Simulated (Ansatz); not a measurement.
# What a change does: single-point calculation on TiAl

System: TiAl (P-6m2, 2 atoms in the cell).
Method of run 1: DFT PBEsol, scalar-relativistic, plane waves, PAW, no spin polarisation (Ansatz 0.2.0).

The structure derives from a Materials Project entry. Text and figures count atoms from 1; the logs count them from 0 in places.

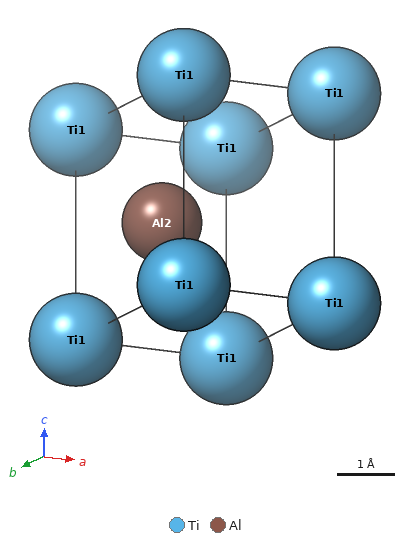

**Figure 1.** The structure as given in the input (spheres-only view of the cell of the calculation, seen at an oblique angle; atoms are numbered from 1 in the order of the input). An atom can appear more than once, as a periodic image.

**Input, run 1**
```yaml
crystal:
  lattice:
    - [2.7339084333, 0.0, 0.0]
    - [-1.3669542166, 2.3676341549, 0.0]
    - [0.0, 0.0, 4.2503491602]
  atoms:
    - { symbol: Ti, position: [0.0, 0.0, 0.0] }
    - { symbol: Al, position: [0.3333333333, 0.6666666667, 0.5] }
basis:
  ecutwfc: 420
kpoints:
  mp_grid: { grid: [24, 24, 14] }
hamiltonian:
  xc: pbesol
scf:
  occupations: { method: gaussian, width: 0.15 }
output:
  forces: true
  stress: true
  eigenvalues: true
```

Launched with:
```bash
ansatz run input.yaml --threads 2 --pin off --max-ram 5120MiB --backend cpu --events-out ev --progress --plain --runs-dir out
```

Hardware: 2 threads of Intel Xeon (Granite Rapids), 192 GiB of memory available, shared host.

**Output, shortened to warnings, some set-up lines, iterations and results (run 1)**
```
Basis set: ecut = 420 eV, 537 PW (Γ), exchange–correlation on 40×40×60 points (8 copies of the dense FFT grid, shifted against one another)
Symmetry: 12 space group operations
k-points: 488 of 8064 (time reversal used)
Initial density: superposition of atomic densities (neutral atoms: chi_scale 0, normalization atom), corrected by the library's trained network
[...]
SCF iter   1: F=—  HF=-2998.585551 eV  |F-HF|=—  |Δ(HF+E_count)|=         —  Δρ=1.10e-2  dr2=4.91e-2  ethr=1.77e-3  ⟨swp⟩=5.0  Hψ=29863  notcnv=0
SCF iter   2: F=—  HF=-2998.579828 eV  |F-HF|=—  |Δ(HF+E_count)|=   5.72e-3  Δρ=7.21e-3  dr2=2.52e-2  ethr=3.27e-4  ⟨swp⟩=1.0  Hψ=9760  notcnv=0
SCF iter   3: F=—  HF=-2998.575005 eV  |F-HF|=—  |Δ(HF+E_count)|=   4.82e-3  Δρ=1.33e-3  dr2=8.52e-4  ethr=1.68e-4  ⟨swp⟩=2.0  Hψ=6779  notcnv=0
SCF iter   4: F=—  HF=-2998.574776 eV  |F-HF|=—  |Δ(HF+E_count)|=   2.28e-4  Δρ=3.43e-4  dr2=1.43e-5  ethr=5.68e-6  ⟨swp⟩=2.5  Hψ=8410  notcnv=0
SCF iter   5: F=—  HF=-2998.574726 eV  |F-HF|=—  |Δ(HF+E_count)|=   5.03e-5  Δρ=4.65e-5  dr2=3.86e-7  ethr=9.56e-8  ⟨swp⟩=2.5  Hψ=9203  notcnv=0
SCF iter   6: F=-2998.574726 eV  HF=-2998.574726 eV  |F-HF|=1.43e-9  |Δ(HF+E_count)|=   6.84e-8  Δρ=5.90e-6  dr2=3.47e-9  ethr=6.67e-10  ⟨swp⟩=5.4  Hψ=24965  notcnv=0
SCF 1 converged in 6 iterations: F = -2998.574726 eV  dr2 = 3.47e-9
SCF converged after 6 iterations
Free energy (F): -2998.574726 eV
Harris-Foulkes:  -2998.574726 eV  (|F-HF|=1.43e-9)
Internal energy: -2998.546424 eV  (E = F + TS)
E sigma→0 (E₀):  -2998.560575 eV
Entropy (-TS):   -0.028303 eV (-14.151 meV/atom)
Fermi energy:    12.974750 eV
--- Per-component energies (eV) ---
  E_band       = -128.843305
  E_kinetic    = 304.133557
  E_local      = -1043.931921  (includes V_loc(G=0)·N_el)
  E_nonlocal   = 21.263677
  E_hartree    = 460.363310
  E_xc         = -139.446489
  E_vxc        = -155.004300  (∫ρ·V_xc dr)
  E_paw        = -1478.704897  (= ΣΔE_a)
  E_vpaw       = -176.029997  (= ΣTr[D̂ρ^β])
  E_aug_tail   = 0.000116  (compensation charges beyond the density's cutoff)
  E_ewald      = -1122.382300
  E_core_change = 0.158523  (= ΣΔE_core)
  E_smearing   = -0.028303  (= −TS)
  E_closure    = 0.000000  (closes the sum)
  Σ components = -2998.574726   (vs F -2998.574726, Δ=0.00e0)
--- Forces (eV/Å), atoms counted from 1 ---
  atom   1  Ti     0.00000000     0.00000000     0.00000000
  atom   2  Al     0.00000000     0.00000000     0.00000000
  max |Σ_I F_I| component: 6.01e-17 eV/Å
--- Stress (GPa, compression-positive) ---
       21.931210       0.000000       0.000000
        0.000000      21.931210       0.000000
        0.000000       0.000000      35.631745
  P = ⅓ Tr σ = 26.4981 GPa (264.981 kbar)
```

Run 2 used a changed input.

**The two runs side by side**

```csv
quantity,run 1,run 2
outcome,converged,converged
free energy per atom (eV),−1499.2874,−1499.4363
"energy per atom, smearing taken to zero (eV)",−1499.2803,−1499.4306
gap on the mesh (eV),0.00,0.00
pressure (GPa),26.50,4.64
volume per atom (Å³),13.76,15.55
largest force (eV/Å),0.000,0.000
SCF iterations,6,6
irreducible k-points,488,488
plane waves at Γ,537,599
wall time (shared host),3.5 s,3.8 s
```

Which change of the input explains these differences?

The change (lines with − go, lines with + come):
```diff
-    - [0.0, 0.0, 4.2503491602]
+    - [0.0, 0.0, 4.804742529]
```

With the same functional and potentials, run 2 lies 148.9 meV per atom lower. The pressure goes from 26.50 to 4.64 GPa. The volume per atom goes from 13.76 to 15.55 Å³. The number of SCF iterations is the same. The plane waves at Γ go from 537 to 599.

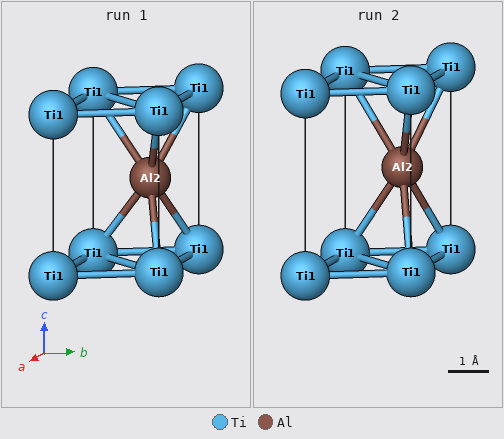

**Figure 2.** The two input geometries at one scale (ball-and-stick view of the cell of the calculation, seen slightly off an axis). No atom moves by more than 0.005 Å relative to the cell. The volume changes by +13.0 %, with a = b stay at 2.734 Å, c 4.250 → 4.805 Å (+13.0 %). Among the contacts that change: Ti1–Al2 2.647 → 2.875 Å.

**Output, shortened to warnings, some set-up lines, iterations and results (run 2)**
```
Basis set: ecut = 420 eV, 599 PW (Γ), exchange–correlation on 40×40×72 points (8 copies of the dense FFT grid, shifted against one another)
Symmetry: 12 space group operations
k-points: 488 of 8064 (time reversal used)
Initial density: superposition of atomic densities (neutral atoms: chi_scale 0, normalization atom), corrected by the library's trained network
[...]
SCF iter   1: F=—  HF=-2998.881142 eV  |F-HF|=—  |Δ(HF+E_count)|=         —  Δρ=9.75e-3  dr2=4.59e-2  ethr=1.77e-3  ⟨swp⟩=5.0  Hψ=29736  notcnv=0
SCF iter   2: F=—  HF=-2998.876767 eV  |F-HF|=—  |Δ(HF+E_count)|=   4.38e-3  Δρ=6.35e-3  dr2=2.46e-2  ethr=3.06e-4  ⟨swp⟩=1.0  Hψ=9760  notcnv=0
SCF iter   3: F=—  HF=-2998.872858 eV  |F-HF|=—  |Δ(HF+E_count)|=   3.91e-3  Δρ=1.19e-3  dr2=1.08e-3  ethr=1.64e-4  ⟨swp⟩=1.9  Hψ=6545  notcnv=0
SCF iter   4: F=—  HF=-2998.872612 eV  |F-HF|=—  |Δ(HF+E_count)|=   2.46e-4  Δρ=2.90e-4  dr2=1.47e-5  ethr=7.22e-6  ⟨swp⟩=2.2  Hψ=7753  notcnv=0
SCF iter   5: F=—  HF=-2998.872614 eV  |F-HF|=—  |Δ(HF+E_count)|=   1.97e-6  Δρ=4.27e-5  dr2=4.47e-7  ethr=9.79e-8  ⟨swp⟩=2.8  Hψ=9545  notcnv=0  defer=10
SCF iter   6: F=-2998.872614 eV  HF=-2998.872614 eV  |F-HF|=1.80e-9  |Δ(HF+E_count)|=   5.14e-8  Δρ=5.13e-6  dr2=2.77e-9  ethr=6.67e-10  ⟨swp⟩=5.3  Hψ=24400  notcnv=0
SCF 1 converged in 6 iterations: F = -2998.872614 eV  dr2 = 2.77e-9
SCF converged after 6 iterations
Free energy (F): -2998.872614 eV
Harris-Foulkes:  -2998.872614 eV  (|F-HF|=1.80e-9)
Internal energy: -2998.849778 eV  (E = F + TS)
E sigma→0 (E₀):  -2998.861196 eV
Entropy (-TS):   -0.022836 eV (-11.418 meV/atom)
Fermi energy:    11.387082 eV
--- Per-component energies (eV) ---
  E_band       = -154.961311
  E_kinetic    = 298.581778
  E_local      = -1169.289033  (includes V_loc(G=0)·N_el)
  E_nonlocal   = 20.481450
  E_hartree    = 511.317249
  E_xc         = -137.359345
  E_vxc        = -152.303528  (∫ρ·V_xc dr)
  E_paw        = -1477.922087  (= ΣΔE_a)
  E_vpaw       = -175.066237  (= ΣTr[D̂ρ^β])
  E_aug_tail   = 0.000119  (compensation charges beyond the density's cutoff)
  E_ewald      = -1044.818431
  E_core_change = 0.158523  (= ΣΔE_core)
  E_smearing   = -0.022836  (= −TS)
  E_closure    = 0.000000  (closes the sum)
  Σ components = -2998.872614   (vs F -2998.872614, Δ=0.00e0)
--- Forces (eV/Å), atoms counted from 1 ---
  atom   1  Ti    -0.00000000    -0.00000000     0.00000000
  atom   2  Al     0.00000000    -0.00000000     0.00000000
  max |Σ_I F_I| component: 1.97e-17 eV/Å
--- Stress (GPa, compression-positive) ---
        9.549327      -0.000000       0.000000
       -0.000000       9.549327       0.000000
        0.000000       0.000000      -5.171841
  P = ⅓ Tr σ = 4.6423 GPa (46.423 kbar)
```

For run 1: The cell is under a pressure of 26 GPa at this level, so it is not at its equilibrium volume.
